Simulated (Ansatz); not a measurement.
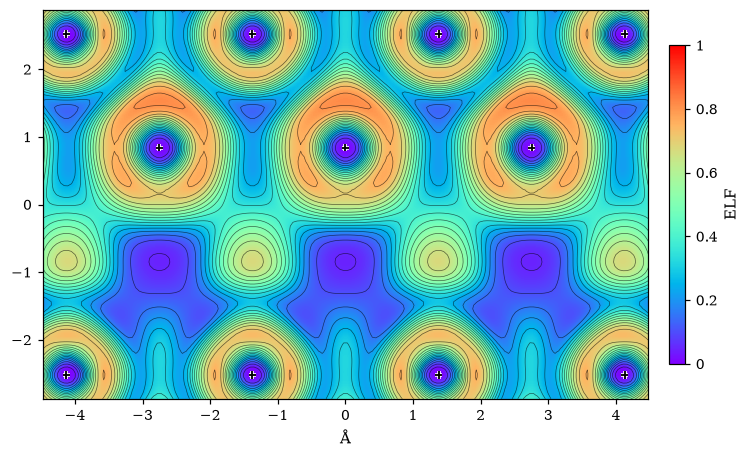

The ELF on a plane through atoms (crosses mark nuclei in the plane).

The calculation used DFT r2SCAN, scalar-relativistic, plane waves, PAW in Ansatz 0.2.0.

Candidates:
A. Ag, a = 4.05 Å, b = 4.05 Å, c = 4.05 Å, α = 90.00°, β = 90.00°, γ = 90.00°. Space group Fm-3m; a structure from a database of computed crystals, not necessarily the ambient phase; computed pressure about 5 GPa in this cell; computed without spin polarisation.
B. WC, a = 2.91 Å, b = 2.91 Å, c = 2.75 Å, α = 90.00°, β = 90.00°, γ = 120.00°. Space group P-6m2; a structure from a database of computed crystals, not necessarily the ambient phase; changed on purpose from its base cell (strain along c alone, the other axes held, atoms relaxed: -3.0 %); computed pressure about 15 GPa in this cell.
C. TiC, a = 4.33 Å, b = 4.33 Å, c = 4.33 Å, α = 90.00°, β = 90.00°, γ = 90.00°. Space group Fm-3m; a structure from a database of computed crystals, not necessarily the ambient phase; computed without spin polarisation.

**Which candidate gave the map?**

Candidate B: WC on the (110) plane of the conventional cell, which holds W and C. W–C (2.17 Å): the ELF peaks at about 0.80 in the valence shell of C, 0.7 Å from its nucleus, and is about 0.30 at the midpoint. W–W (2.75 Å): the ELF is about 0.30 at the midpoint.
